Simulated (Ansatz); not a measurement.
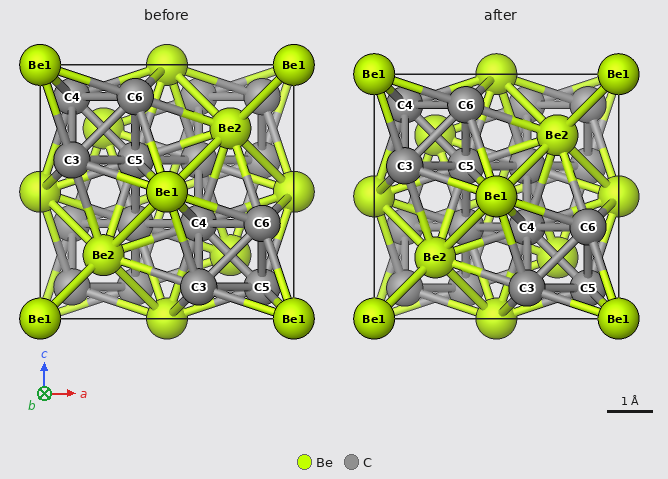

The structure of solid BeC2 (built on the cubic Laves (C15)_227 type) (coarse preliminary run) before (left) and after (right) a relaxation, at one scale.

Style: ball-and-stick. Shown: the conventional cell (4 times the calculation's cell), along the b axis. Lengths and directions refer to the drawn axes.

Case: cubic Laves (C15) type (Fd-3m, No. 227).

Level of theory: DFT PBE, scalar-relativistic, plane waves, PAW in Ansatz.

Input file:
```yaml
crystal:
  lattice:
    - [0.0, 2.8405799996, 2.8405799996]
    - [2.8405799996, 0.0, 2.8405799996]
    - [2.8405799996, 2.8405799996, 0.0]
  atoms:
    - { symbol: Be, position: [0.0, 0.0, 0.0] }
    - { symbol: Be, position: [0.25, 0.25, 0.25] }
    - { symbol: C, position: [0.625, 0.625, 0.625] }
    - { symbol: C, position: [0.125, 0.625, 0.625] }
    - { symbol: C, position: [0.625, 0.625, 0.125] }
    - { symbol: C, position: [0.625, 0.125, 0.625] }
basis:
  ecutwfc: 420
kpoints:
  mp_grid: { grid: [6, 6, 6] }
hamiltonian:
  xc: pbe
scf:
  occupations: { method: gaussian, width: 0.1 }
  lower_state_search: "off"
output:
  forces: true
  stress: true
  eigenvalues: true
relax:
  adjacent_minimum: "off"
  f_tol: 0.04
  max_steps: 70
  cell: { stress_tol: 0.4 }
```

Command:
```bash
ansatz run input.yaml --threads 1 --pin off --max-ram 2560MiB --backend cpu --events-out ev --progress --plain --runs-dir out
```

Describe what moved and what it gained.

Answer. After 4 accepted moves (6 points after the start) the energy has fallen by 37.7 meV per atom. All forces vanish by symmetry, so only the cell relaxes. The pressure goes from −13.53 to −0.01 GPa. The SCF was repeated twice at an unchanged geometry on a basis and grid sized afresh for the cell, which shifted the energy by 1.2 meV per atom at most. No atom moves by more than 0.005 Å relative to the cell. The volume changes by −10.6 %, with a = b = c 5.681 → 5.474 Å (−3.7 %). Near-neighbour distances that change, for instance: Be1–Be2 2.460 → 2.370 Å, Be1–C3 2.355 → 2.269 Å, C3–C4 2.009 → 1.935 Å. The space group stays Fd-3m (No. 227).
